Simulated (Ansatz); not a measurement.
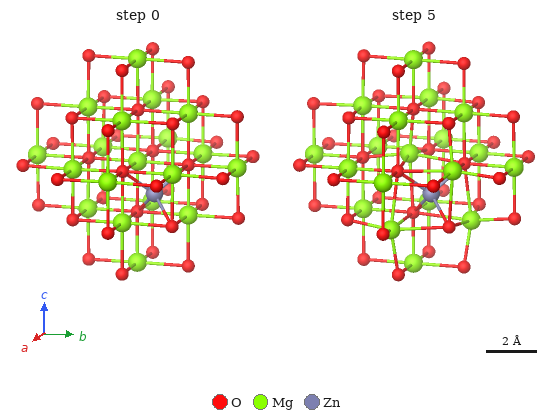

The structure of a defect cell of composition O32Mg32Zn (cell charge +2) before (left) and after (right) a relaxation, at one scale.

The picture is a ball-and-stick view of the atoms within 5.0 Å of the atom that moves most (axes of the cell of the calculation (origin shifted)), seen slightly off an axis.

Theory: Ansatz, DFT, PBEsol, PAW, plane waves. (plane-wave cutoff 420 eV; k-point mesh 1 × 1 × 1; mesh shifted by (0.25, 0.25, 0.25); no spin polarisation; atoms relaxed in a fixed cell; force threshold 0.03 eV/Å; at most 80 steps)

> Summarise the run.

After 5 geometry steps the energy has fallen by 9.401 eV per cell of the calculation. The largest force component goes from 8 to 0.0088 eV/Å. A Mg atom moves most: 0.45 Å along [−1 −1 1]. Largest moves by element: Mg 0.45 Å, O 0.08 Å, Zn 0.03 Å. The cell doesn't change. Some distances before and after: Mg–Zn 1.799 → 2.257 Å, Mg–Zn 1.818 → 2.256 Å, Mg–Zn 1.864 → 2.258 Å, Mg–O 2.078 → 2.407 Å. Among the angles between lasting bonds that change: O–Mg–O 179.9° → 162.5°, O–Mg–O 179.7° → 162.4°, O–Mg–O 179.2° → 162.4°. The run took 5.7 s on 1 × NVIDIA GB300 Max-Q with 8 threads of Arm Neoverse-V2, peak memory 1.9 GiB.

Limits of the set-up: the periodic images lie only 8.4 Å apart, so the values are limited by the cell's size; the cell is charged, on a uniform background, and energies carry no finite-size correction.
